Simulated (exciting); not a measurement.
# Energy of Mg along an even scaling of the cell

System: Mg (1 atom in the cell).
Method: Kohn-Sham DFT of a periodic cell, PBE, all-electron LAPW+lo, shipped species files, no spin polarisation (exciting sodium).

The 7 runs differ only in the geometry, by an even scaling of the cell at fixed fractional positions. The structure derives from a Materials Project entry.

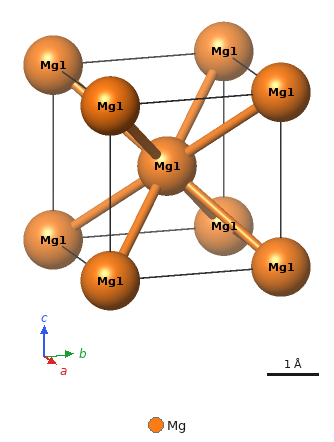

Figure 1. The structure of run 4 (ball-and-stick view of the cell 2 times as large as that of the calculation, set on its symmetry axes, seen slightly off an axis; atoms are numbered from 1 in the order of the input).

**Input of run 4**
```
<input>
  <title>Mg</title>
  <structure speciespath="./" tshift="false">
    <crystal scale="1">
      <basevect>-3.350039382223 3.350039382223 3.350039382223</basevect>
      <basevect>3.350039382223 -3.350039382223 3.350039382223</basevect>
      <basevect>3.350039382223 3.350039382223 -3.350039382223</basevect>
    </crystal>
    <species speciesfile="Mg.xml" rmt="2">
      <atom coord="0.000000000000 0.000000000000 0.000000000000"/>
    </species>
  </structure>
  <groundstate do="fromscratch" ngridk="11 11 11" rgkmax="7.5" gmaxvr="14" lmaxapw="10" lmaxmat="10" lmaxvr="8" xctype="GGA_PBE" stype="Fermi Dirac" swidth="0.00183747" nempty="8" ValenceRelativity="iora*" epsengy="1e-05" epspot="1e-05" maxscl="60" tforce="true" outputlevel="normal"/>
</input>
```

Command:
```bash
OMP_NUM_THREADS=1 exciting_smp
```

Run 5 has the same physical settings and fractional positions; its lattice vectors (Å) are:
```
  -1.784505    1.784505    1.784505
   1.784505   -1.784505    1.784505
   1.784505    1.784505   -1.784505
```

**Results, with one run withheld**

| run | volume per atom (Å³) | free energy per atom, from the lowest run given (meV) |
| --- | --- | --- |
| 1 | 20.948 | 19.58 |
| 2 | 21.394 | 10.89 |
| 3 | 21.839 | 4.61 |
| 4 | 22.285 | 0.90 |
| 5 | 22.731 | ? |
| 6 | 23.176 | 0.00 |
| 7 | 23.622 | 2.16 |

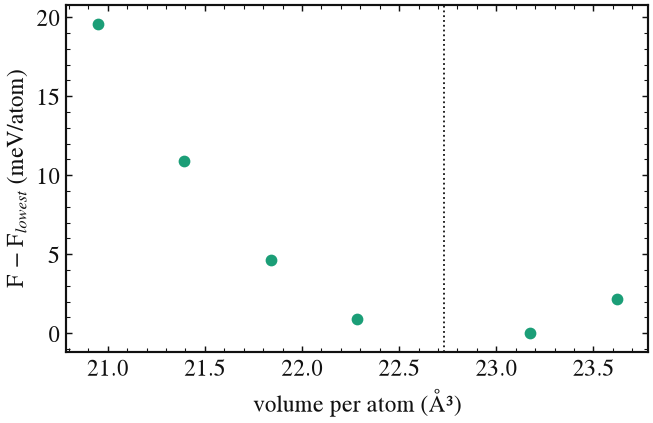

Figure 2. Free energy per atom of the runs given; the dotted line marks run 5.

Fit the runs given and predict run 5.

A cubic polynomial in V^(−2/3) (the Birch–Murnaghan form), fitted to the 6 runs given, misses them by at most 0.10 meV per atom. With x = V^(−2/3) − 0.12668 Å⁻², it reads F = 1.6291 + 1825.9 x + 3.7219e+05 x² + 2.0689e+05 x³ (meV per atom). At run 5 it gives −0.55 meV per atom, and the run itself gives −0.60. The fit has its minimum at 22.840 Å³ per atom, where V d²F/dV² gives 35.7 GPa: the bulk modulus at this level, since symmetry fixes the shape and the positions.

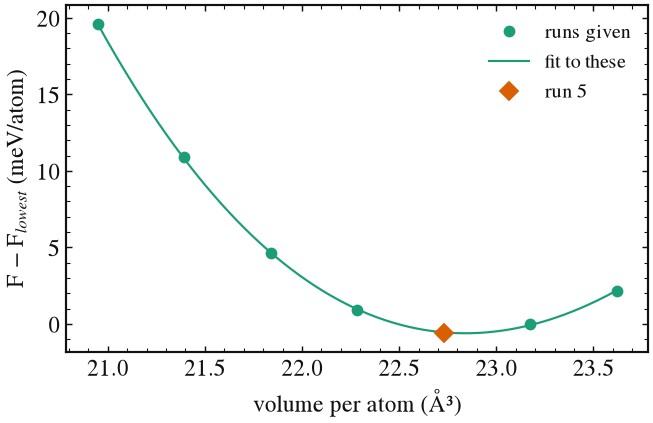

Figure 3. The fit and the withheld run.

**Some lines of the output (run 5)**
```
[...]
 Absolute change in total energy   (target) :  0.644370E-04  ( 0.100000E-04)
 Total energy                               :      -200.33323366
 Fermi energy                               :         0.13248526
 DOS at Fermi energy (states/Ha/cell)       :         8.32364829
 Absolute change in total energy   (target) :  0.157714E-04  ( 0.100000E-04)
 Total energy                               :      -200.33323105
 DOS at Fermi energy (states/Ha/cell)       :         8.32364858
 Absolute change in total energy   (target) :  0.261901E-05  ( 0.100000E-04)
 Total energy                               :      -200.33323195
 Fermi energy                               :         0.13248525
 DOS at Fermi energy (states/Ha/cell)       :         8.32365266
 Absolute change in total energy   (target) :  0.905924E-06  ( 0.100000E-04)
 Total energy                               :      -200.33323185
 DOS at Fermi energy (states/Ha/cell)       :         8.32365209
```
